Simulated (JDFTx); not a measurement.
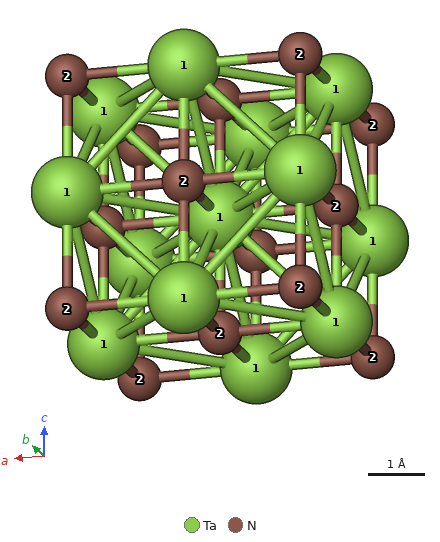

*The structure as given in the input (ball-and-stick view of the cell 4 times as large as that of the calculation, set on its symmetry axes, seen at an oblique angle; atoms are numbered from 1 in the order of the input).*

Near neighbours in the crystal (not all of them lie inside the picture): Ta has 6 N at 2.21 Å and 12 Ta at 3.13 Å; N has 6 Ta at 2.21 Å.

**Geometry relaxation, with input and output: TaN (part 1 of 3)**

The run: geometry relaxation of TaN (Fm-3m, 2 atoms in the cell). Method and program: Kohn-Sham DFT of a periodic cell, PBE with D3(BJ), PseudoDojo-SR-PBE-0.5-standard, no spin polarisation (JDFTx 1.7.0 (patched build)).

The structure derives from a Materials Project entry. The run did not end well.

### Input
```
lattice Face-Centered Cubic 8.3575896862
coords-type Lattice
ion Ta     0.5000000000     0.5000000000     0.5000000000 1
ion N      0.0000000000     0.0000000000     0.0000000000 1

ion-species pseudo/Ta.upf
ion-species pseudo/N.upf
elec-cutoff 42 336
elec-ex-corr gga-PBE
van-der-waals D3BJ
kpoint-folding 10 10 10
elec-smearing Fermi 0.0018374661
elec-n-bands 15
electronic-SCF nIterations 100 energyDiffThreshold 1e-09
electronic-minimize nIterations 30 energyDiffThreshold 1e-7
forces-output-coords Cartesian
lattice-minimize nIterations 40 energyDiffThreshold 1e-6

dump-name run.$VAR
dump End Ecomponents EigStats BandEigs Kpoints Forces Stress
```

Launched with:
```bash
jdftx -c 1 -i TaN.in -o TaN.out
```

### Output
```
*************** JDFTx 1.7.0 (patched build) ***************

Input parsed successfully to the following command list (including defaults):
[... the input with its defaults ...]

---------- Setting up symmetries ----------

Found 48 point-group symmetries of the bravais lattice
Found 48 space-group symmetries with basis
Applied RMS atom displacement 0 bohrs to make symmetries exact.

---------- Initializing the Grid ----------
R =
[            0      4.17879      4.17879  ]
[      4.17879            0      4.17879  ]
[      4.17879      4.17879            0  ]
unit cell volume = 145.943
G =
[  -0.751794   0.751794   0.751794  ]
[   0.751794  -0.751794   0.751794  ]
[   0.751794   0.751794  -0.751794  ]
Minimum fftbox size, Smin = [  52  52  52  ]
Chosen fftbox size, S = [  54  54  54  ]

---------- Initializing tighter grid for wavefunction operations ----------
R =
[            0      4.17879      4.17879  ]
[      4.17879            0      4.17879  ]
[      4.17879      4.17879            0  ]
unit cell volume = 145.943
G =
[  -0.751794   0.751794   0.751794  ]
[   0.751794  -0.751794   0.751794  ]
[   0.751794   0.751794  -0.751794  ]
Minimum fftbox size, Smin = [  36  36  36  ]
Chosen fftbox size, S = [  36  36  36  ]

---------- Exchange Correlation functional ----------
Initalized PBE GGA exchange.
Initalized PBE GGA correlation.

---------- Setting up pseudopotentials ----------
Width of ionic core gaussian charges (only for fluid interactions / plotting) set to 0

Reading pseudopotential file 'pseudo/Ta.upf':
  'Ta' pseudopotential, 'PBE' functional
  Generated using ONCVPSP code by D. R. Hamann
  13 valence electrons, 4 orbitals, 8 projectors, 1001 radial grid points, with lMax = 3
    5S    l: 0   occupation:  2.0   eigenvalue: -2.682802
    5P    l: 1   occupation:  6.0   eigenvalue: -1.447891
    5D    l: 2   occupation:  3.0   eigenvalue: -0.131962
    6S    l: 0   occupation:  2.0   eigenvalue: -0.200010
  Core radius for overlap checks: 2.22 bohrs.

Reading pseudopotential file 'pseudo/N.upf':
  'N' pseudopotential, 'PBE' functional
  Generated using ONCVPSP code by D. R. Hamann
  5 valence electrons, 2 orbitals, 4 projectors, 1001 radial grid points, with lMax = 1
    2S    l: 0   occupation:  2.0   eigenvalue: -0.682907
    2P    l: 1   occupation:  3.0   eigenvalue: -0.260548
  Core radius for overlap checks: 1.31 bohrs.

Initialized 2 species with 2 total atoms.

Folded 1 k-points by 10x10x10 to 1000 k-points.

---------- Setting up k-points, bands, fillings ----------
Reduced to 47 k-points under symmetry.
Computing the number of bands and number of electrons
Calculating initial fillings.
nElectrons:  18.000000   nBands: 15   nStates: 47

----- Setting up reduced wavefunction bases (one per k-point) -----
average nbasis = 1897.293 , ideal nbasis = 1897.366

Initializing DFT-D3(BJ) calculator:
	Parameters set for gga-PBE functional
	s6:  1.000  s8:  0.787
	a1:  0.429  a2:  4.441
	Per-atom parameters loaded for:
	Ta:  sqrtQ[a0]:  7.706  Rcov[a0]:  2.476  CN: [ 0.00 1.95 2.90 ]
	 N:  sqrtQ[a0]:  2.712  Rcov[a0]:  1.342  CN: [ 0.00 0.99 2.01 2.99 ]

---------- Setting up ewald sum ----------
Optimum gaussian width for ewald sums = 1.897936 bohr.
Real space sum over 1331 unit cells with max indices [  5  5  5  ]
Reciprocal space sum over 2197 terms with max indices [  6  6  6  ]

Computing DFT-D3 correction:
# coordination-number Ta 16.637
# coordination-number N 5.942
# diagonal-C6 Ta 458.77
# diagonal-C6 N 15.58
EvdW_6 =   -0.018351
EvdW_8 =   -0.015767

---------- Allocating electronic variables ----------
Initializing wave functions:  linear combination of atomic orbitals
Note: number of bands (15) exceeds available atomic orbitals (14)
Ta pseudo-atom occupations:   s ( 2 2 )  p ( 6 )  d ( 3 )
N pseudo-atom occupations:   s ( 2 )  p ( 3 )
	FillingsUpdate:  mu: +0.793187799  nElectrons: 18.000000
LCAOMinimize: Iter:   0  F: -68.9251923049528870  |grad|_K:  8.825e-03  alpha:  1.000e+00
	FillingsUpdate:  mu: +0.805613273  nElectrons: 18.000000
LCAOMinimize: Iter:   1  F: -69.0567269142009792  |grad|_K:  3.531e-03  alpha:  2.153e-01  linmin: -4.559e-01  cgtest:  9.113e-01
LCAOMinimize: Encountered beta<0, resetting CG.
[... 14 lines of inner loops ...]
LCAOMinimize: 	Predicted alpha/alphaT>3.000000, increasing alphaT to 9.209475e-01.
	FillingsUpdate:  mu: +0.805695560  nElectrons: 18.000000
LCAOMinimize: Iter:   7  F: -69.0780840375135199  |grad|_K:  1.578e-08  alpha:  9.285e-01  linmin:  1.182e-02  cgtest: -2.982e-02
LCAOMinimize: Converged (|Delta F|<1.000000e-06 for 2 iters).

--------- Lattice Minimization ---------

Computing DFT-D3 correction:
# coordination-number Ta 16.637
# coordination-number N 5.942
# diagonal-C6 Ta 458.77
# diagonal-C6 N 15.58
EvdW_6 =   -0.018351
EvdW_8 =   -0.015767

-------- Electronic minimization -----------
Will mix electronic density at each iteration.
	FillingsUpdate:  mu: +0.805695560  nElectrons: 18.000000
	FillingsUpdate:  mu: +0.790027882  nElectrons: 18.000000
SCF: Cycle:  0   F: -69.138082844205385   dF: -6.000e-02   |Residual|: 9.500e-02   |deigs|: 6.888e-02
	FillingsUpdate:  mu: +0.783249388  nElectrons: 18.000000
SCF: Cycle:  1   F: -69.141701194123925   dF: -3.618e-03   |Residual|: 3.272e-02   |deigs|: 1.193e-02
	FillingsUpdate:  mu: +0.780113593  nElectrons: 18.000000
SCF: Cycle:  2   F: -69.142346231523760   dF: -6.450e-04   |Residual|: 1.487e-02   |deigs|: 7.173e-03
	FillingsUpdate:  mu: +0.778518265  nElectrons: 18.000000
SCF: Cycle:  3   F: -69.142413922621429   dF: -6.769e-05   |Residual|: 3.182e-03   |deigs|: 2.680e-03
	FillingsUpdate:  mu: +0.778821439  nElectrons: 18.000000
SCF: Cycle:  4   F: -69.142415415573197   dF: -1.493e-06   |Residual|: 1.028e-03   |deigs|: 5.927e-04
	FillingsUpdate:  mu: +0.778667564  nElectrons: 18.000000
SCF: Cycle:  5   F: -69.142415908380087   dF: -4.928e-07   |Residual|: 2.942e-04   |deigs|: 2.408e-04
	FillingsUpdate:  mu: +0.778685956  nElectrons: 18.000000
SCF: Cycle:  6   F: -69.142415947340680   dF: -3.896e-08   |Residual|: 9.263e-05   |deigs|: 3.128e-05
	FillingsUpdate:  mu: +0.778695663  nElectrons: 18.000000
SCF: Cycle:  7   F: -69.142415950864489   dF: -3.524e-09   |Residual|: 1.554e-05   |deigs|: 1.988e-05
	FillingsUpdate:  mu: +0.778698069  nElectrons: 18.000000
SCF: Cycle:  8   F: -69.142415951309019   dF: -4.445e-10   |Residual|: 8.567e-06   |deigs|: 1.241e-05
	FillingsUpdate:  mu: +0.778697228  nElectrons: 18.000000
SCF: Cycle:  9   F: -69.142415951473410   dF: -1.644e-10   |Residual|: 9.787e-07   |deigs|: 2.873e-05
SCF: Converged (|Delta E|<1.000000e-09 for 2 iters).

Setting wave functions to eigenvectors of Hamiltonian

Computing DFT-D3 correction:
# coordination-number Ta 16.637
# coordination-number N 5.942
# diagonal-C6 Ta 458.77
# diagonal-C6 N 15.58
EvdW_6 =   -0.018351
EvdW_8 =   -0.015767
# Lattice vectors:
R =
[            0      4.17879      4.17879  ]
[      4.17879            0      4.17879  ]
[      4.17879      4.17879            0  ]
unit cell volume = 145.943

# Strain tensor in Cartesian coordinates:
[            0            0            0  ]
[            0            0            0  ]
[            0            0            0  ]

# Stress tensor in Cartesian coordinates [Eh/a0^3]:
[   0.00030072            0            0  ]
[            0   0.00030072            0  ]
[            0            0   0.00030072  ]

# Ionic positions in lattice coordinates:
ion Ta   0.500000000000000   0.500000000000000   0.500000000000000 1
ion N   0.000000000000000   0.000000000000000   0.000000000000000 1

# Forces in Cartesian coordinates:
force Ta  -0.000000000000000  -0.000000000000000   0.000000000000000 1
force N   0.000000000000000   0.000000000000000   0.000000000000000 1

# Energy components:
   Eewald =      -61.6881514960489810
       EH =        7.6298930140412402
     Eloc =      -31.5241203404699988
      Enl =        3.6536750663876107
     EvdW =       -0.0341184508772010
      Exc =      -17.9181748129545788
 Exc_core =        6.4322264134136393
       KE =       24.3065622078315151
-------------------------------------
     Etot =      -69.1422083986767575
       TS =        0.0002075527966529
-------------------------------------
        F =      -69.1424159514734100

LatticeMinimize: Iter:   0  F: -69.142415951473410  |grad|_K:  1.444e-02

#--- Lowdin population analysis ---
# oxidation-state Ta +0.785
# oxidation-state N -0.714

Computing DFT-D3 correction:
# coordination-number Ta 16.688
# coordination-number N 5.949
# diagonal-C6 Ta 458.77
# diagonal-C6 N 15.58
EvdW_6 =   -0.018441
EvdW_8 =   -0.015847

-------- Electronic minimization -----------
Will mix electronic density at each iteration.
	FillingsUpdate:  mu: +0.778697228  nElectrons: 18.000000
	FillingsUpdate:  mu: +0.782694982  nElectrons: 18.000000
SCF: Cycle:  0   F: -69.142602737824063   dF: -4.697e-06   |Residual|: 1.624e-03   |deigs|: 1.436e-05
	FillingsUpdate:  mu: +0.782711319  nElectrons: 18.000000
SCF: Cycle:  1   F: -69.142606534665234   dF: -3.797e-06   |Residual|: 4.391e-04   |deigs|: 2.344e-04
	FillingsUpdate:  mu: +0.782707548  nElectrons: 18.000000
SCF: Cycle:  2   F: -69.142606801292033   dF: -2.666e-07   |Residual|: 1.090e-04   |deigs|: 4.316e-05
	FillingsUpdate:  mu: +0.782708249  nElectrons: 18.000000
SCF: Cycle:  3   F: -69.142606805755221   dF: -4.463e-09   |Residual|: 2.150e-05   |deigs|: 4.655e-06
	FillingsUpdate:  mu: +0.782709263  nElectrons: 18.000000
SCF: Cycle:  4   F: -69.142606806716117   dF: -9.609e-10   |Residual|: 7.246e-06   |deigs|: 1.905e-06
	FillingsUpdate:  mu: +0.782710671  nElectrons: 18.000000
SCF: Cycle:  5   F: -69.142606806807379   dF: -9.126e-11   |Residual|: 3.661e-06   |deigs|: 2.612e-06
SCF: Converged (|Delta E|<1.000000e-09 for 2 iters).

Setting wave functions to eigenvectors of Hamiltonian

Computing DFT-D3 correction:
# coordination-number Ta 16.688
# coordination-number N 5.949
# diagonal-C6 Ta 458.77
# diagonal-C6 N 15.58
EvdW_6 =   -0.018441
EvdW_8 =   -0.015847
# Lattice vectors:
R =
[            0      4.17218      4.17218  ]
[      4.17218            0      4.17218  ]
[      4.17218      4.17218            0  ]
unit cell volume = 145.251

# Strain tensor in Cartesian coordinates:
[  -0.00158328            0            0  ]
[            0  -0.00158328            0  ]
[            0            0  -0.00158328  ]

# Stress tensor in Cartesian coordinates [Eh/a0^3]:
[  0.000250481            0            0  ]
[            0  0.000250481            0  ]
[            0            0  0.000250481  ]

# Ionic positions in lattice coordinates:
ion Ta   0.500000000000000   0.500000000000000   0.500000000000000 1
ion N   0.000000000000000   0.000000000000000  -0.000000000000000 1

# Forces in Cartesian coordinates:
force Ta   0.000000000000000  -0.000000000000000   0.000000000000000 1
force N   0.000000000000000  -0.000000000000000  -0.000000000000000 1

# Energy components:
   Eewald =      -61.7859758021933274
       EH =        7.5991013217770282
     Eloc =      -31.4059548902654306
      Enl =        3.6526353524132196
     EvdW =       -0.0342885634451863
      Exc =      -17.9233675396700392
 Exc_core =        6.4322263745741850
       KE =       24.3232229939952198
-------------------------------------
     Etot =      -69.1424007528143392
       TS =        0.0002060539930454
-------------------------------------
        F =      -69.1426068068073789

LatticeMinimize: Iter:   1  F: -69.142606806807379  |grad|_K:  1.197e-02  alpha:  1.000e+00  linmin: -1.000e+00

#--- Lowdin population analysis ---
# oxidation-state Ta +0.783
# oxidation-state N -0.712

Computing DFT-D3 correction:
# coordination-number Ta 16.919
# coordination-number N 5.981
# diagonal-C6 Ta 458.77
# diagonal-C6 N 15.58
EvdW_6 =   -0.018870
EvdW_8 =   -0.016228

-------- Electronic minimization -----------
Will mix electronic density at each iteration.
	FillingsUpdate:  mu: +0.782710671  nElectrons: 18.000000
	FillingsUpdate:  mu: +0.801643519  nElectrons: 18.000000
SCF: Cycle:  0   F: -69.142933192151105   dF: -1.121e-04   |Residual|: 7.595e-03   |deigs|: 1.069e-04
	FillingsUpdate:  mu: +0.801734811  nElectrons: 18.000000
SCF: Cycle:  1   F: -69.143010864417036   dF: -7.767e-05   |Residual|: 2.028e-03   |deigs|: 1.077e-03
	FillingsUpdate:  mu: +0.801715493  nElectrons: 18.000000
SCF: Cycle:  2   F: -69.143016433313775   dF: -5.569e-06   |Residual|: 4.708e-04   |deigs|: 1.974e-04
	FillingsUpdate:  mu: +0.801719863  nElectrons: 18.000000
SCF: Cycle:  3   F: -69.143016476712390   dF: -4.340e-08   |Residual|: 6.850e-05   |deigs|: 1.683e-05
	FillingsUpdate:  mu: +0.801725339  nElectrons: 18.000000
SCF: Cycle:  4   F: -69.143016486623040   dF: -9.911e-09   |Residual|: 2.666e-05   |deigs|: 6.984e-06
	FillingsUpdate:  mu: +0.801729537  nElectrons: 18.000000
SCF: Cycle:  5   F: -69.143016487792892   dF: -1.170e-09   |Residual|: 1.154e-05   |deigs|: 6.976e-06
	FillingsUpdate:  mu: +0.801729203  nElectrons: 18.000000
SCF: Cycle:  6   F: -69.143016488099164   dF: -3.063e-10   |Residual|: 3.675e-06   |deigs|: 1.103e-06
	FillingsUpdate:  mu: +0.801729316  nElectrons: 18.000000
SCF: Cycle:  7   F: -69.143016488128325   dF: -2.916e-11   |Residual|: 7.160e-07   |deigs|: 3.947e-07
SCF: Converged (|Delta E|<1.000000e-09 for 2 iters).

Setting wave functions to eigenvectors of Hamiltonian

Computing DFT-D3 correction:
# coordination-number Ta 16.919
# coordination-number N 5.981
# diagonal-C6 Ta 458.77
# diagonal-C6 N 15.58
EvdW_6 =   -0.018870
EvdW_8 =   -0.016228
# Lattice vectors:
R =
[            0      4.14127      4.14127  ]
[      4.14127            0      4.14127  ]
[      4.14127      4.14127            0  ]
unit cell volume = 142.047

# Strain tensor in Cartesian coordinates:
[  -0.00897959            0            0  ]
[            0  -0.00897959            0  ]
[            0            0  -0.00897959  ]

# Stress tensor in Cartesian coordinates [Eh/a0^3]:
[  2.85299e-08            0            0  ]
[            0  2.85299e-08            0  ]
[            0            0  2.85299e-08  ]

# Ionic positions in lattice coordinates:
ion Ta   0.500000000000000   0.500000000000000   0.500000000000000 1
ion N   0.000000000000000  -0.000000000000000   0.000000000000000 1

# Forces in Cartesian coordinates:
force Ta  -0.000000000000000   0.000000000000000   0.000000000000000 1
force N  -0.000000000000000   0.000000000000000   0.000000000000000 1

# Energy components:
   Eewald =      -62.2471047488615810
       EH =        7.4554464026934513
     Eloc =      -30.8512408641266767
      Enl =        3.6478683450705320
     EvdW =       -0.0350978530119128
      Exc =      -17.9481104052431029
 Exc_core =        6.4322264410931025
       KE =       24.4031954933778508
-------------------------------------
     Etot =      -69.1428171890083263
       TS =        0.0001992991199999
-------------------------------------
        F =      -69.1430164881283247

LatticeMinimize: Iter:   2  F: -69.143016488128325  |grad|_K:  1.333e-06  alpha:  1.000e+00  linmin: -1.000e+00

#--- Lowdin population analysis ---
# oxidation-state Ta +0.773
# oxidation-state N -0.702

Computing DFT-D3 correction:
# coordination-number Ta 16.919
# coordination-number N 5.981
# diagonal-C6 Ta 458.77
# diagonal-C6 N 15.58
EvdW_6 =   -0.018870
EvdW_8 =   -0.016228

-------- Electronic minimization -----------
Will mix electronic density at each iteration.
	FillingsUpdate:  mu: +0.801729316  nElectrons: 18.000000
	FillingsUpdate:  mu: +0.801731228  nElectrons: 18.000000
SCF: Cycle:  0   F: -69.143016488133469   dF: -2.842e-14   |Residual|: 7.679e-07   |deigs|: 2.221e-07
	FillingsUpdate:  mu: +0.801731230  nElectrons: 18.000000
SCF: Cycle:  1   F: -69.143016488145747   dF: -1.228e-11   |Residual|: 3.611e-07   |deigs|: 5.191e-07
SCF: Converged (|Delta E|<1.000000e-09 for 2 iters).

Setting wave functions to eigenvectors of Hamiltonian

Computing DFT-D3 correction:
# coordination-number Ta 16.919
# coordination-number N 5.981
# diagonal-C6 Ta 458.77
# diagonal-C6 N 15.58
EvdW_6 =   -0.018870
EvdW_8 =   -0.016228
# Lattice vectors:
R =
[            0      4.14127      4.14127  ]
[      4.14127            0      4.14127  ]
[      4.14127      4.14127            0  ]
unit cell volume = 142.046

# Strain tensor in Cartesian coordinates:
[  -0.00898035            0            0  ]
[            0  -0.00898035            0  ]
[            0            0  -0.00898035  ]

# Stress tensor in Cartesian coordinates [Eh/a0^3]:
[   1.3228e-08            0            0  ]
[            0   1.3228e-08            0  ]
[            0            0   1.3228e-08  ]
```
